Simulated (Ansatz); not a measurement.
Input

```
crystal:
  lattice:
    - [5.7404116, 0.0, 0.0]
    - [0.0, 5.7404116, 0.0]
    - [0.0, 0.0, 5.7404116]
  atoms:
    - { symbol: Al, position: [0.5, 0.5, 0.5] }
    - { symbol: Ga, position: [0.5, 0.0, 0.0] }
    - { symbol: Ga, position: [0.0, 0.0, 0.5] }
    - { symbol: Ga, position: [0.0, 0.5, 0.0] }
    - { symbol: As, position: [0.749316, 0.250684, 0.749316] }
    - { symbol: As, position: [0.749316, 0.749316, 0.250684] }
    - { symbol: As, position: [0.250684, 0.250684, 0.250684] }
    - { symbol: As, position: [0.250684, 0.749316, 0.749316] }
basis:
  ecutwfc: 500
kpoints:
  mp_grid: { grid: [6, 6, 6] }
  band_path:
    path:
      - [[0.0, 0.0, 0.0], [0.0, 0.5, 0.0], [0.5, 0.5, 0.0], [0.0, 0.0, 0.0], [0.5, 0.5, 0.5], [0.0, 0.5, 0.0]]
      - [[0.5, 0.5, 0.5], [0.5, 0.5, 0.0]]
    npoints: 14
hamiltonian:
  xc: r2scan
scf:
  occupations: { method: gaussian, width: 0.02 }
  n_extra_bands: 20
output:
  forces: true
  stress: true
  eigenvalues: true
  populations: true
  dos: { projected: true, de: 0.02, nscf_kmesh: { grid: [9, 9, 9] } }
  bader: true
  write_density: true
  write_potential: true
  elf: true
  volumetric_format: npy
```

Run with:

```sh
ansatz run input.yaml --threads 4 --pin off --max-ram 8192MiB --backend cpu --events-out ev --progress --plain --runs-dir out
```

Below, planes, directions and counts refer to the conventional cell (a = 5.74 Å, b = 5.74 Å, c = 5.74 Å, α = 90.00°, β = 90.00°, γ = 90.00°).

Space group P-43m; a structure generated by program, which may or may not match a known phase; computed pressure about −2 GPa in this cell.

These are results of Ansatz, DFT r2SCAN, scalar-relativistic, plane waves, PAW, not measurements.

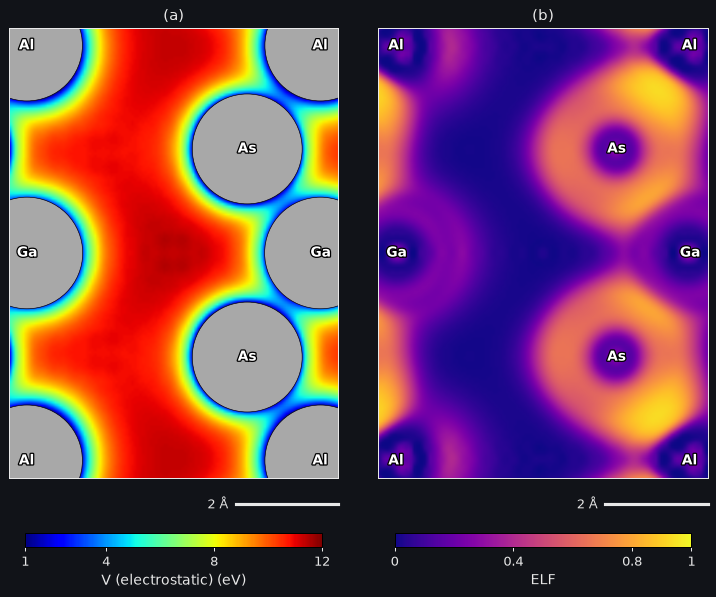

AlGa3As4. (a) electrostatic potential (local pseudopotential plus Hartree) felt by an electron; (b) ELF on the (101̄) plane of the conventional cell. Grey discs cover the atomic cores in the potential map.

Read the bonding off the picture.

Atoms in the plane: Al, Ga and As.
Al–As (2.48 Å): the ELF peaks at about 0.95 between the atoms; localised, covalent bonding.
Ga–As (2.49 Å): the ELF peaks at about 0.80 between the atoms (a covalent bond).
Outside the cores the potential energy rises away from the atoms and is highest about 2.4 Å from the nearest atoms; its zero is arbitrary.

Metal or insulator at this level of theory?

It is gapped, with a Kohn–Sham gap of 1.0 eV on the k-point mesh (the band edges may lie off the mesh, which would make the gap smaller).
